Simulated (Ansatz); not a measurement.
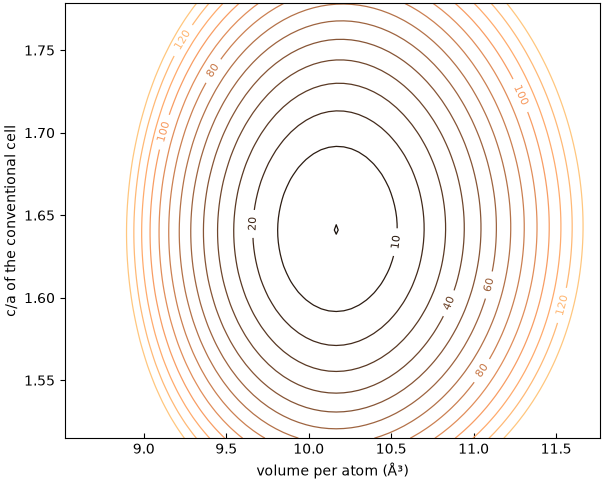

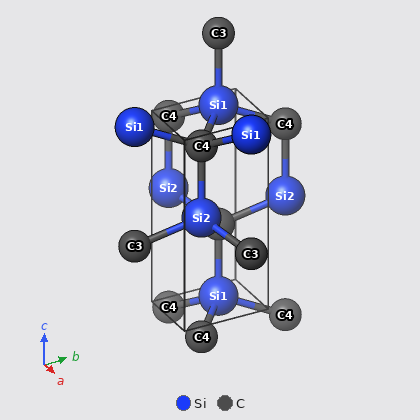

Energy landscape of SiC (P6_3mc, No. 186; 4 atoms in the cell). The energy is mapped over volume and the cell's shape. Coordinates scanned: (1) volume per atom; (2) c/a of the conventional cell. Relaxed at each point: the atoms inside the fixed cell. The scan uses a 5 × 5 grid. Points are written as (first, second). All energies are given in meV/atom relative to the lowest grid point. The calculation used DFT LDA, scalar-relativistic, plane waves, PAW (Ansatz 0.2.0). Settings: cutoff 520 eV, k-mesh 12×12×6 in the order of the run's cell vectors, gaussian smearing 0.05 eV, no spin polarisation.

Drawn: contour lines labelled in meV/atom (none above 130). Between grid points the surface is interpolated. The second picture is the structure at the lowest point

Question: Describe this landscape.

Answer: The lowest grid point is at (10.14 Å³, 1.641). It is the only kind of minimum in the scanned range. The highest grid point, (8.52 Å³, 1.778), lies 324 meV/atom above the lowest. Round the minimum the two coordinates are nearly uncoupled. The gap on the k-mesh is 2.1 eV at the lowest point and runs from 0.8 to 2.4 eV over the map.

The values on the grid:

| c/a of the conventional cell ↓, volume per atom → | 8.52 | 9.33 | 10.14 | 10.96 | 11.77 |
| --- | --- | --- | --- | --- | --- |
| 1.778 | 324 | 128 | 71 | 106 | 203 |
| 1.708 | 267 | 72 | 18 | 57 | 160 |
| 1.641 | 248 | 54 | 0 | 41 | 146 |
| 1.577 | 262 | 70 | 17 | 58 | 162 |
| 1.515 | 307 | 118 | 66 | 106 | 208 |

Each point was launched as `ansatz run input.yaml --threads 1 --pin off --max-ram 2048MiB --backend cpu --events-out ev --progress --plain --runs-dir out`. The whole map (25 points run) took 14 min on 1 thread of Arm Neoverse N1, with other jobs on the host.

PAW datasets: the set soft_1.
